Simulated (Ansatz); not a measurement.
**Run report: ZnO, geometry relaxation (part 1 of 2)**

ZnO (P6₃mc, 4 atoms in the cell), computed with DFT, PBE, plane waves, PAW, Ueff = -5 eV on Zn p, no spin polarisation (Ansatz 0.2.0).

The structure derives from a Materials Project entry. Some settings of this run were made unusual or wrong on purpose. Figures and captions count atoms from 1; the log counts them from 0 in places.

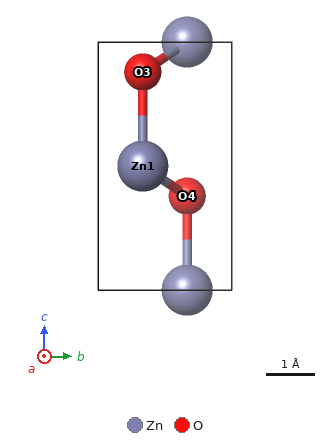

Figure 1. The structure as given in the input (ball-and-stick view of the cell of the calculation, along the a axis; atoms are numbered from 1 in the order of the input). Near neighbours in the crystal (not all of them lie inside the picture): Zn has 4 O at 1.97 to 1.98 Å; O has 4 Zn at 1.97 to 1.98 Å.

Input file
```yaml
crystal:
  lattice:
    - [3.2373510235, 0.0, 0.0]
    - [-1.6186755117, 2.8036282273, 0.0]
    - [0.0, 0.0, 5.2220613]
  atoms:
    - { symbol: Zn, position: [0.66666667, 0.33333333, 0.5005917] }
    - { symbol: Zn, position: [0.33333333, 0.66666667, 0.0005917] }
    - { symbol: O, position: [0.66666667, 0.33333333, 0.8797183] }
    - { symbol: O, position: [0.33333333, 0.66666667, 0.3797183] }
basis:
  ecutwfc: 420
kpoints:
  mp_grid: { grid: [9, 9, 6] }
hamiltonian:
  xc: pbe
  hubbard: { sites: [{ species: Zn, l: p, u_eff: -5.0 }] }
scf:
  occupations: { method: gaussian, width: 0.02 }
  max_iter: 100
output:
  forces: true
  eigenvalues: true
  stress: true
relax:
  adjacent_minimum: "off"
  f_tol: 0.005
  max_steps: 80
  cell: { stress_tol: 0.05 }
```

Machine: 8 threads of Arm Neoverse V1, 24 GiB of memory available, shared host.

Launch command:
```bash
ansatz run input.yaml --threads 8 --pin off --max-ram 16384MiB --backend cpu --events-out ev --progress --plain --runs-dir out
```

The program's output
```
The last accepted step is kept in [file] (removed where the run ends without a failure and the disk answers)
Zn: projections on atomic orbitals take those of the free atom [Ar] 3d10 4s2, of charge +0.00 (hamiltonian.pseudopotentials.projection_atoms); the dataset's partial waves leave at most 6.8e-7 of an orbital's norm unspanned inside its sphere
Zn: the file doesn't list 4p, so it is added from the neutral free atom; the dataset's partial waves leave at most 1.1e-4 of an orbital's norm unspanned inside its sphere
O: projections on atomic orbitals take those of the free atom [He] 2s2 2p4, of charge +0.00 (hamiltonian.pseudopotentials.projection_atoms); the dataset's partial waves leave at most 1.9e-8 of an orbital's norm unspanned inside its sphere
Engine: ansatz 0.2.0, aarch64-unknown-linux-gnu
Pseudopotentials: kind: paw
Pseudopotential: Zn, paw, valence charge 12, recommended cutoff 420 eV (normal), Zn.paw.azcp
Pseudopotential: O, paw, valence charge 6, recommended cutoff 420 eV (normal), O.paw.azcp
Functional definition: PBE
  parameter kappa = 0.804
  parameter beta = 0.06672455060314922
  exchange = pbe_x(kappa = kappa, mu = beta*pi^2/3)
  correlation = pbe_c(beta = beta)
Crystal: 4 atoms, lattice volume = 47.397 Å³
Basis set: ecut = 420 eV, 941 PW (Γ), exchange–correlation on 48×48×72 points (8 copies of the dense FFT grid, shifted against one another)
Bands: 22, of which v1, the nominal top of the filled ones, is band 18 counted from 1 (17 counted from 0)
Symmetry: 12 space group operations
Space group: P63mc (ITA 186), of the structure as read, at distance tolerance 3.6e-5 Å
k-points: 48 of 486 (time reversal used)
Non-local potential: Zn, projectors of the file, l = 0: 2, l = 1: 2, l = 2: 3, l = 3: 1
Non-local potential: O, projectors of the file, l = 0: 2, l = 1: 2, l = 2: 1
PAW form: soft (Blöchl's): semilocal exchange-correlation on the pseudo side does not see the compensation charge
PAW one-centre angular grid: Zn, 590 points (default); XC on 64 Gauss nodes
PAW one-centre angular grid: O, 110 points (default); XC on 64 Gauss nodes
Initial density: superposition of atomic densities (chi_scale 0.1, normalization cell, long waves of neutral atoms under a Hubbard term (reshape's long-wave potential 0.00 eV rms, cloud 1.88 Å wide))
Initial wavefunctions: pseudopotential atomic-orbital guess
Functional: x = pbe(κ = 0.804, μ = 0.2195149727645171), c = pbe(β = 0.06672455060314922)
SCF iter   1: F=—  HF=-7779.681298 eV  |F-HF|=—  |Δ(HF+E_count)|=         —  Δρ=1.10e-1  dr2=3.19e0  ethr=3.10e-3  ⟨swp⟩=5.6  Hψ=4464  notcnv=0
preconditioner: auto → Resta (q_TF=auto, 2.606 Å⁻¹)  ε∞=7.2  [insulator: Δε(μ)=1.347 eV  Ē_g=13.024 eV  σ=0.020 eV  W_gap=1.00  n_scr=22 (ndim 8)  ℏωp=32.4 eV  f_vac=0.000  D(μ)=0.00/eV (n_scr^D=0)  ε∞_Penn≈7.2]
SCF iter   2: F=—  HF=-7778.099470 eV  |F-HF|=—  |Δ(HF+E_count)|=    1.58e0  Δρ=2.51e-2  dr2=2.93e-1  ethr=3.10e-3  ⟨swp⟩=2.1  Hψ=2407  notcnv=0
SCF iter   3: F=—  HF=-7777.808793 eV  |F-HF|=—  |Δ(HF+E_count)|=   2.91e-1  Δρ=2.14e-2  dr2=1.51e-1  ethr=8.13e-4  ⟨swp⟩=2.0  Hψ=2398  notcnv=0
SCF iter   4: F=—  HF=-7777.726961 eV  |F-HF|=—  |Δ(HF+E_count)|=   8.18e-2  Δρ=7.68e-3  dr2=1.20e-2  ethr=4.19e-4  ⟨swp⟩=2.2  Hψ=2020  notcnv=0
SCF iter   5: F=—  HF=-7777.731162 eV  |F-HF|=—  |Δ(HF+E_count)|=   4.20e-3  Δρ=2.72e-3  dr2=4.42e-3  ethr=3.32e-5  ⟨swp⟩=2.0  Hψ=2390  notcnv=0
SCF iter   6: F=—  HF=-7777.733091 eV  |F-HF|=—  |Δ(HF+E_count)|=   1.93e-3  Δρ=5.46e-4  dr2=1.60e-4  ethr=1.23e-5  ⟨swp⟩=2.0  Hψ=2016  notcnv=0
SCF iter   7: F=—  HF=-7777.733286 eV  |F-HF|=—  |Δ(HF+E_count)|=   1.94e-4  Δρ=2.89e-4  dr2=4.20e-5  ethr=4.46e-7  ⟨swp⟩=2.1  Hψ=1702  notcnv=0
SCF iter   8: F=—  HF=-7777.733337 eV  |F-HF|=—  |Δ(HF+E_count)|=   5.15e-5  Δρ=4.51e-5  dr2=1.13e-6  ethr=1.17e-7  ⟨swp⟩=2.0  Hψ=1818  notcnv=0
SCF iter   9: F=-7777.733339 eV  HF=-7777.733339 eV  |F-HF|=1.78e-8  |Δ(HF+E_count)|=   1.50e-6  Δρ=1.28e-5  dr2=5.89e-8  ethr=2.78e-10  ⟨swp⟩=3.3  Hψ=4917  notcnv=0
SCF 1 converged in 9 iterations: F = -7777.733339 eV  dr2 = 5.89e-8
  greatest PAW one-centre occupation: 0.987 electrons in one spin orbital (limit 2), on the Zn atom at site 0 (counted from 0), in its partial waves of l = 2
relax step   1: F+E_penalty+E_count = -7777.73333854 eV  Δ(F+E_penalty+E_count) = +0.000e0 eV  max|allowed force component| = 2.472e-2 eV/Å  Δτ_max = 0.0000 Å  P = +3.161 GPa  Ω = 47.397 Å³  (9 SCF iters, dr2 threshold 1.00e-7 eV, accepted)
Crystal: 4 atoms, lattice volume = 47.934 Å³
Initial density: handed on by an earlier stage of this run
Initial wavefunctions: those handed on with the density
iter 1 solved again at ethr=1.56e-6 eV; its pass at ethr=3.10e-3 eV (dr2=5.62e-4 eV) is discarded
SCF iter   1: F=—  HF=-7777.739123 eV  |F-HF|=—  |Δ(HF+E_count)|=         —  Δρ=1.20e-3  dr2=5.13e-4  ethr=1.56e-6  ⟨swp⟩=2.0  Hψ=5305  notcnv=0
preconditioner: auto → Resta (q_TF=auto, 2.601 Å⁻¹)  ε∞=8.1  [insulator: Δε(μ)=1.007 eV  Ē_g=12.071 eV  σ=0.020 eV  W_gap=1.00  n_scr=22 (ndim 8)  ℏωp=32.2 eV  f_vac=0.023  D(μ)=0.00/eV (n_scr^D=0)  ε∞_Penn≈8.1]
SCF iter   2: F=—  HF=-7777.738987 eV  |F-HF|=—  |Δ(HF+E_count)|=   1.36e-4  Δρ=4.39e-4  dr2=5.40e-5  ethr=1.42e-6  ⟨swp⟩=2.0  Hψ=1817  notcnv=0
SCF iter   3: F=—  HF=-7777.738978 eV  |F-HF|=—  |Δ(HF+E_count)|=   8.36e-6  Δρ=2.37e-4  dr2=2.69e-5  ethr=1.50e-7  ⟨swp⟩=2.6  Hψ=1855  notcnv=0
SCF iter   4: F=—  HF=-7777.738981 eV  |F-HF|=—  |Δ(HF+E_count)|=   2.53e-6  Δρ=1.40e-4  dr2=6.51e-6  ethr=7.48e-8  ⟨swp⟩=2.2  Hψ=1780  notcnv=0
SCF iter   5: F=—  HF=-7777.738981 eV  |F-HF|=—  |Δ(HF+E_count)|=   7.24e-8  Δρ=4.85e-5  dr2=8.68e-7  ethr=1.81e-8  ⟨swp⟩=2.0  Hψ=1821  notcnv=0
SCF iter   6: F=-7777.738982 eV  HF=-7777.738982 eV  |F-HF|=7.09e-8  |Δ(HF+E_count)|=   6.84e-7  Δρ=8.95e-6  dr2=4.15e-8  ethr=1.11e-9  ⟨swp⟩=5.0  Hψ=4665  notcnv=0
SCF 2 converged in 6 iterations: F = -7777.738982 eV  dr2 = 4.15e-8
relax step   2: F+E_penalty+E_count = -7777.73898183 eV  Δ(F+E_penalty+E_count) = -5.643e-3 eV  max|allowed force component| = 2.731e-2 eV/Å  Δτ_max = 0.0023 Å  P = +1.405 GPa  Ω = 47.934 Å³  energy of the carried Pulay correction = -2.489e-3 eV  (6 SCF iters, dr2 threshold 4.00e-7 eV, accepted)
Crystal: 4 atoms, lattice volume = 48.380 Å³
Basis set: ecut = 420 eV, 965 PW (Γ), exchange–correlation on 48×48×72 points (8 copies of the dense FFT grid, shifted against one another)
iter 1 solved again at ethr=1.11e-6 eV; its pass at ethr=3.10e-3 eV (dr2=4.00e-4 eV) is discarded
SCF iter   1: F=—  HF=-7777.739247 eV  |F-HF|=—  |Δ(HF+E_count)|=         —  Δρ=1.06e-3  dr2=3.75e-4  ethr=1.11e-6  ⟨swp⟩=2.0  Hψ=5373  notcnv=0
preconditioner: auto → Resta (q_TF=auto, 2.597 Å⁻¹)  ε∞=8.1  [insulator: Δε(μ)=0.995 eV  Ē_g=12.012 eV  σ=0.020 eV  W_gap=1.00  n_scr=22 (ndim 8)  ℏωp=32.0 eV  f_vac=0.023  D(μ)=0.00/eV (n_scr^D=0)  ε∞_Penn≈8.1]
SCF iter   2: F=—  HF=-7777.739146 eV  |F-HF|=—  |Δ(HF+E_count)|=   1.01e-4  Δρ=4.16e-4  dr2=4.59e-5  ethr=1.04e-6  ⟨swp⟩=2.0  Hψ=1804  notcnv=0
SCF iter   3: F=—  HF=-7777.739138 eV  |F-HF|=—  |Δ(HF+E_count)|=   7.98e-6  Δρ=2.08e-4  dr2=2.02e-5  ethr=1.27e-7  ⟨swp⟩=2.1  Hψ=1569  notcnv=0
SCF iter   4: F=—  HF=-7777.739139 eV  |F-HF|=—  |Δ(HF+E_count)|=   1.41e-6  Δρ=1.11e-4  dr2=4.38e-6  ethr=5.62e-8  ⟨swp⟩=2.1  Hψ=1773  notcnv=0
SCF iter   5: F=—  HF=-7777.739139 eV  |F-HF|=—  |Δ(HF+E_count)|=   4.67e-7  Δρ=4.38e-5  dr2=7.90e-7  ethr=1.22e-8  ⟨swp⟩=2.0  Hψ=1819  notcnv=0
SCF iter   6: F=-7777.739140 eV  HF=-7777.739140 eV  |F-HF|=6.77e-8  |Δ(HF+E_count)|=   5.38e-7  Δρ=9.21e-6  dr2=4.81e-8  ethr=1.11e-9  ⟨swp⟩=5.0  Hψ=4677  notcnv=0
SCF 3 converged in 6 iterations: F = -7777.739140 eV  dr2 = 4.81e-8
relax step   3: F+E_penalty+E_count = -7777.73914007 eV  Δ(F+E_penalty+E_count) = -1.582e-4 eV  max|allowed force component| = 1.821e-2 eV/Å  Δτ_max = 0.0026 Å  P = +0.015 GPa  Ω = 48.380 Å³  energy of the carried Pulay correction = -4.532e-3 eV  (6 SCF iters, dr2 threshold 4.00e-7 eV, accepted)
Crystal: 4 atoms, lattice volume = 48.387 Å³
iter 1 solved again at ethr=9.19e-8 eV; its pass at ethr=3.10e-3 eV (dr2=3.31e-5 eV) is discarded
SCF iter   1: F=—  HF=-7777.739186 eV  |F-HF|=—  |Δ(HF+E_count)|=         —  Δρ=4.10e-4  dr2=3.30e-5  ethr=9.19e-8  ⟨swp⟩=2.4  Hψ=5232  notcnv=0
preconditioner: auto → Resta (q_TF=auto, 2.597 Å⁻¹)  ε∞=8.1  [insulator: Δε(μ)=1.002 eV  Ē_g=12.017 eV  σ=0.020 eV  W_gap=1.00  n_scr=22 (ndim 8)  ℏωp=32.0 eV  f_vac=0.021  D(μ)=0.00/eV (n_scr^D=0)  ε∞_Penn≈8.1]
SCF iter   2: F=—  HF=-7777.739175 eV  |F-HF|=—  |Δ(HF+E_count)|=   1.17e-5  Δρ=1.96e-4  dr2=7.73e-6  ethr=9.15e-8  ⟨swp⟩=2.0  Hψ=1777  notcnv=0
SCF iter   3: F=—  HF=-7777.739170 eV  |F-HF|=—  |Δ(HF+E_count)|=   4.26e-6  Δρ=2.35e-5  dr2=2.07e-7  ethr=2.15e-8  ⟨swp⟩=2.0  Hψ=1778  notcnv=0
SCF iter   4: F=—  HF=-7777.739171 eV  |F-HF|=—  |Δ(HF+E_count)|=   1.22e-7  Δρ=1.78e-5  dr2=8.85e-8  ethr=5.76e-11  ⟨swp⟩=6.0  Hψ=5342  notcnv=0
SCF iter   5: F=-7777.739170 eV  HF=-7777.739171 eV  |F-HF|=6.27e-9  |Δ(HF+E_count)|=   1.72e-8  Δρ=5.93e-6  dr2=1.61e-8  ethr=5.76e-11  ⟨swp⟩=3.0  Hψ=4768  notcnv=0
SCF 4 converged in 5 iterations: F = -7777.739170 eV  dr2 = 1.61e-8
  greatest PAW one-centre occupation: 0.987 electrons in one spin orbital (limit 2), on the Zn atom at site 1 (counted from 0), in its partial waves of l = 2
relax step   4: F+E_penalty+E_count = -7777.73917049 eV  Δ(F+E_penalty+E_count) = -3.043e-5 eV  max|allowed force component| = 1.045e-3 eV/Å  Δτ_max = 0.0018 Å  P = -0.011 GPa  Ω = 48.387 Å³  energy of the carried Pulay correction = -4.564e-3 eV  (5 SCF iters, dr2 threshold 2.07e-8 eV, accepted)
Initial wavefunctions: pseudopotential atomic-orbital guess (no wavefunctions were taken with the density)
iter 1 solved again at ethr=2.12e-7 eV; its pass at ethr=3.10e-3 eV (dr2=7.65e-5 eV) is discarded
SCF iter   1: F=—  HF=-7777.743755 eV  |F-HF|=—  |Δ(HF+E_count)|=         —  Δρ=3.26e-4  dr2=4.02e-6  ethr=2.12e-7  ⟨swp⟩=3.0  Hψ=7476  notcnv=0
preconditioner: auto → Resta (q_TF=auto, 2.597 Å⁻¹)  ε∞=8.1  [insulator: Δε(μ)=1.004 eV  Ē_g=12.017 eV  σ=0.020 eV  W_gap=1.00  n_scr=22 (ndim 8)  ℏωp=32.0 eV  f_vac=0.021  D(μ)=0.00/eV (n_scr^D=0)  ε∞_Penn≈8.1]
SCF iter   2: F=—  HF=-7777.744070 eV  |F-HF|=—  |Δ(HF+E_count)|=   3.15e-4  Δρ=1.75e-4  dr2=2.47e-6  ethr=1.12e-8  ⟨swp⟩=2.1  Hψ=1918  notcnv=0
SCF iter   3: F=—  HF=-7777.744160 eV  |F-HF|=—  |Δ(HF+E_count)|=   8.99e-5  Δρ=7.24e-5  dr2=1.97e-7  ethr=6.87e-9  ⟨swp⟩=2.6  Hψ=1927  notcnv=0
SCF iter   4: F=—  HF=-7777.744180 eV  |F-HF|=—  |Δ(HF+E_count)|=   1.99e-5  Δρ=9.47e-6  dr2=2.64e-8  ethr=5.48e-10  ⟨swp⟩=2.0  Hψ=1920  notcnv=0
SCF iter   5: F=—  HF=-7777.744180 eV  |F-HF|=—  |Δ(HF+E_count)|=  8.09e-10  Δρ=2.81e-6  dr2=9.11e-10  ethr=7.33e-11  ⟨swp⟩=2.0  Hψ=1821  notcnv=0
SCF iter   6: F=—  HF=-7777.744180 eV  |F-HF|=—  |Δ(HF+E_count)|=   1.40e-8  Δρ=1.42e-6  dr2=4.22e-10  ethr=2.53e-12  ⟨swp⟩=2.0  Hψ=1893  notcnv=0
SCF iter   7: F=-7777.744180 eV  HF=-7777.744180 eV  |F-HF|=4.55e-12  |Δ(HF+E_count)|=   3.55e-9  Δρ=2.36e-7  dr2=2.30e-11  ethr=1.00e-12  ⟨swp⟩=3.1  Hψ=4818  notcnv=0
SCF 5 converged in 7 iterations: F = -7777.744180 eV  dr2 = 2.30e-11
relax step   5: F+E_penalty+E_count = -7777.74417990 eV  Δ(F+E_penalty+E_count) = -5.009e-3 eV  max|allowed force component| = 6.668e-4 eV/Å  Δτ_max = 0.0000 Å  P = +0.138 GPa  Ω = 48.387 Å³  stress off target by 2.09e-1 GPa  SCF on the basis re-selected at this cell (its energy is not comparable with the rows above)  (7 SCF iters)
basis re-selected at this cell: Δ(F+E_penalty+E_count) = -5.009e-3 eV, ΔP = +0.150 GPa vs the last step (what re-selecting the basis moved, of the pressure what is left beyond the Pulay correction that the steps carried, after the strain that the cell walked since its last selection, with what the two solves' SCF thresholds leave and, on support functions, any second-order correction that the steps lacked; it is no measure of the basis error at this ecutwfc). This SCF's stress stands 2.09e-1 GPa from its target on what of the cell is left free (relax.cell.stress_tol is 5.00e-2 GPa) and its largest allowed force component is 6.67e-4 eV/Å (relax.f_tol is 5.00e-3 eV/Å): not within both, so this SCF does not close the relaxation
Crystal: 4 atoms, lattice volume = 48.432 Å³
Basis set: ecut = 420 eV, 977 PW (Γ), exchange–correlation on 48×48×72 points (8 copies of the dense FFT grid, shifted against one another)
iter 1 solved again at ethr=2.31e-8 eV; its pass at ethr=3.10e-3 eV (dr2=8.32e-6 eV) is discarded
```
